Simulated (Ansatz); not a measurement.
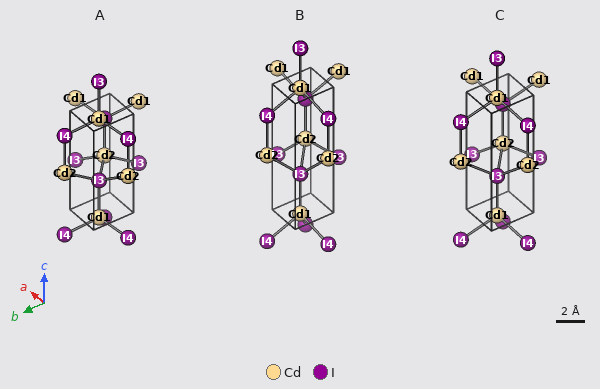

3 geometries from one relaxation of a crystal of CdI (a generated structure, set up in P6_3mc), in shuffled order. Style: ball-and-stick. Shown: the cell of the calculation, from a free direction.

Case: Te → I on all its sites, cell and atoms relaxed.

Level of theory: DFT PBE, scalar-relativistic, plane waves, PAW in Ansatz. Settings: plane-wave cutoff 420 eV; k-point mesh 12 × 12 × 6; occupations gaussian; smearing width 0.1 eV; no spin polarisation; cell and atoms relaxed; force threshold 0.01 eV/Å; at most 60 steps.

Order the frames from highest to lowest energy.

Answer. A, C, B. They are steps 0, 5, 17, at +268 meV per atom, +33.7 meV per atom relative to the last. The largest moves relative to the cell, 0.29 Å, are those of Cd1, Cd2, I3 and I4. Cd2 goes along +c. Largest moves by element: Cd 0.29 Å, I 0.29 Å. The drawn cell changes as follows: a = b 4.688 → 4.514 Å (−3.7 %), c 7.684 → 9.767 Å (+27.1 %); the volume changes by +17.9 %. Near-neighbour distances that change, for instance: Cd1–I4 2.873 → 3.166 Å, Cd1–I3 2.878 → 3.087 Å. Among the angles between lasting bonds that change: Cd2–I3–Cd2 109.3° → 91.0°, I4–Cd1–I4 109.3° → 91.0°, Cd1–I3–Cd2 109.6° → 124.6°. The space group stays P6_3mc (No. 186). After 14 accepted moves (17 points after the start) the energy has fallen by 268 meV per atom. The largest force component goes from 0.067 to 0.0038 eV/Å. The pressure goes from 7.65 to −0.01 GPa. The line search rejected the trial step at point 13 of the run. The SCF was repeated twice at an unchanged geometry on a basis and grid sized afresh for the cell, which shifted the energy by 13.7 meV per atom at most. The run took 19 min on 1 thread of Arm Neoverse V1, with other jobs on the host, peak memory 0.72 GiB.
